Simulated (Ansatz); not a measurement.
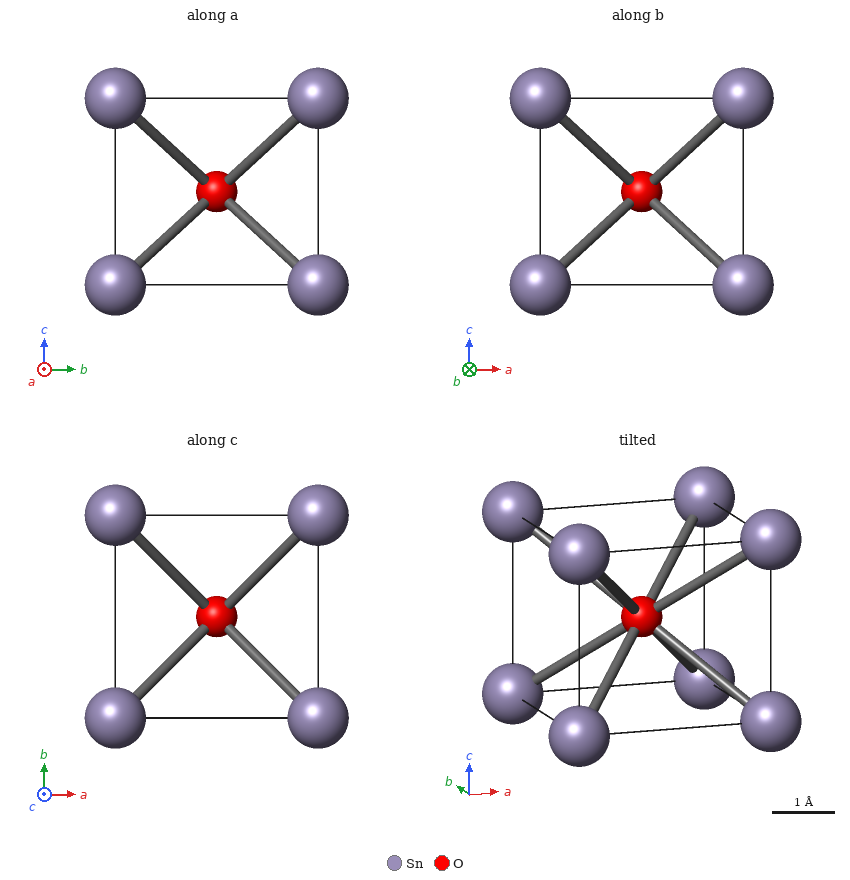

The figure gives a ball-and-stick picture of the atoms, viewed along the a axis, along the b axis, along the c axis and slightly off an axis. The frame is the conventional unit cell; atoms at its boundary are shown with their periodic copies.

Lattice parameters: a = 3.272 Å, b = 3.272 Å, c = 3.011 Å, α = 90.00°, β = 90.00°, γ = 90.00°.

Transcribe the picture into a table of Wyckoff sites.

Answer. Space group P4/mmm (No. 123).
| atom | site | x | y | z |
| --- | --- | --- | --- | --- |
| Sn | 1a | 0.0000 | 0.0000 | 0.0000 |
| O | 1d | 0.5000 | 0.5000 | 0.5000 |

Its origin is a structure type filled with these elements by a generator (whether the compound takes this form wasn't checked). The cell was then strained or its atoms displaced on purpose. It was run through Ansatz as a DFT input.

At this level of theory the cell isn't at rest (stretched, at -4 GPa), so its distances can differ from those at equilibrium, the more so the softer the solid.
